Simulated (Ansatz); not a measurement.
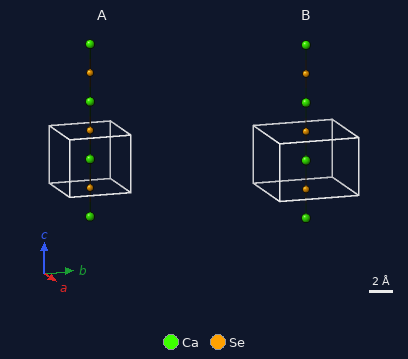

Two geometries of a crystal of CaSe (a generated structure, set up in P4/mmm), drawn at one scale. One is the start of a relaxation, the other its converged end. The picture is a ball-and-stick view of the cell of the calculation, repeated 1 × 1 × 2 with one cell outlined, seen slightly off an axis.

Computed with DFT PBE, scalar-relativistic, plane waves, PAW in Ansatz 0.2.0. (plane-wave cutoff 420 eV; k-point mesh 6 × 6 × 6; occupations gaussian; smearing width 0.02 eV; no spin polarisation; cell and atoms relaxed; force threshold 0.01 eV/Å; at most 80 steps)

Which geometry has the lower energy?

Structure B is the relaxed one. The energy falls by 30.8 meV per atom in 10 accepted moves (12 points after the start). All forces vanish by symmetry, so only the cell relaxes. The pressure goes from 0.15 to 0.01 GPa. At 2 points the geometry stayed and the basis and grid were re-selected for the new cell (energy shift of 2.6 meV per atom at most each time). The atoms keep their places relative to the cell (all moves are under 0.005 Å). Cell: a = b 5.738 → 7.417 Å (+29.3 %), c 5.261 → 5.277 Å (+0.3 %). Volume +67.6 %. Among the contacts that change: Ca–Se 2.630 → 2.639 Å. The space group stays P4/mmm (No. 123).
